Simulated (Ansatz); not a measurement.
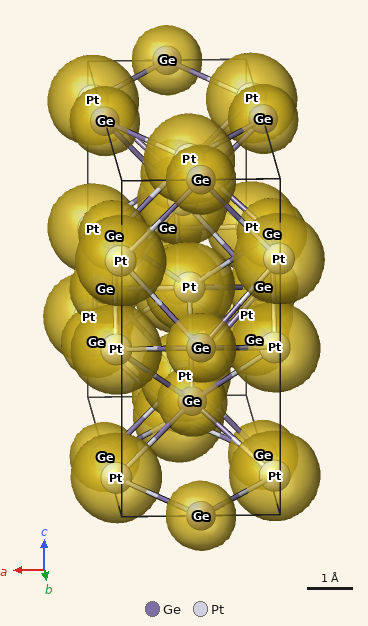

Figure. Ge2Pt3. Isosurface of the valence charge density (pseudo) at 0.8 e/Å³ (yellow), seen at an oblique angle. Sticks mark near contacts.

Space group Cmcm; a structure generated by program, which may or may not match a known phase; computed pressure about −5 GPa in this cell.

Level of theory: DFT r2SCAN, scalar-relativistic, plane waves, PAW (Ansatz 0.2.0).

> Which contacts does the surface bridge?

At this value the density breaks into separate islands; it holds about 75 % of the electrons treated as valence (semicore included). It bridges none of the near contacts. It is pinched off along the sampled Ge–Pt (2.58 Å), Ge–Pt (2.64 Å) and Ge–Pt (2.69 Å) contacts. On the grid the lowest density along these lines, outside the cores, is 0.43 e/Å³ (Ge–Pt, 2.58 Å), 0.39 e/Å³ (Ge–Pt, 2.64 Å) and 0.36 e/Å³ (Ge–Pt, 2.69 Å).

> How much charge does the calculation move between the atoms?

Electrons move from Ge towards Pt. Bader charges: Ge +0.69 and Pt −0.46 e.
